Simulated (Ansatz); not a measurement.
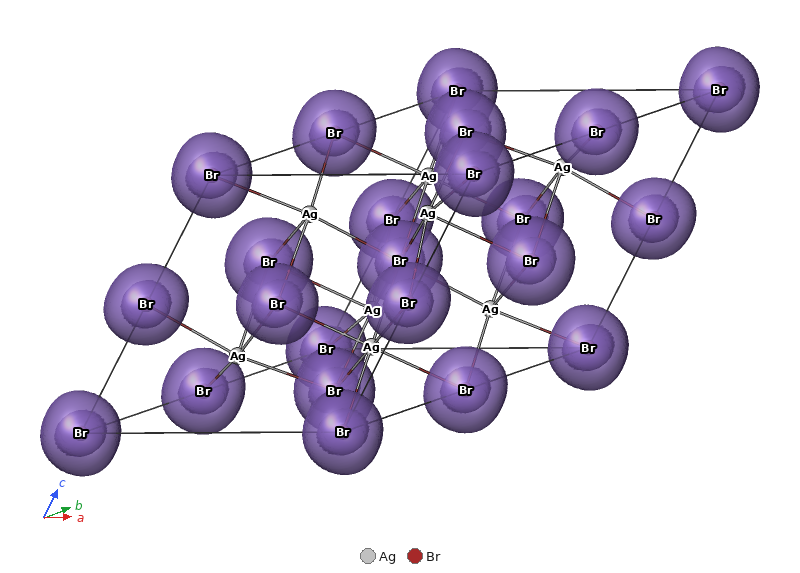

Figure. Ag8Br7 (cell with a defect). Isosurface of the ELF at 0.75 (purple), seen at an oblique angle. Core shells and regions of very low density are left out. Sticks mark near contacts.

Computed pressure about −2 GPa in this cell; computed without spin polarisation.

Method: DFT PBE, scalar-relativistic, plane waves, PAW in Ansatz 0.2.0.

In a PAW calculation such maps are meaningful between the atoms, not at the nuclei.

**Where are the electrons localised?**

At this value the surface marks out seven regions wrapped around Br (the valence shell of each), counted in one cell of 15 atoms. Any copies at cell faces, edges or corners count once. Profiles from the grid: Ag–Br (2.92 Å): the ELF is about 0.20 at the midpoint. Ag–Br (3.21 Å): the ELF is about 0.15 at the midpoint.

**Does the calculation make it a metal, or give it a gap?**

It is metallic or semimetallic at this level of theory: no gap opens.
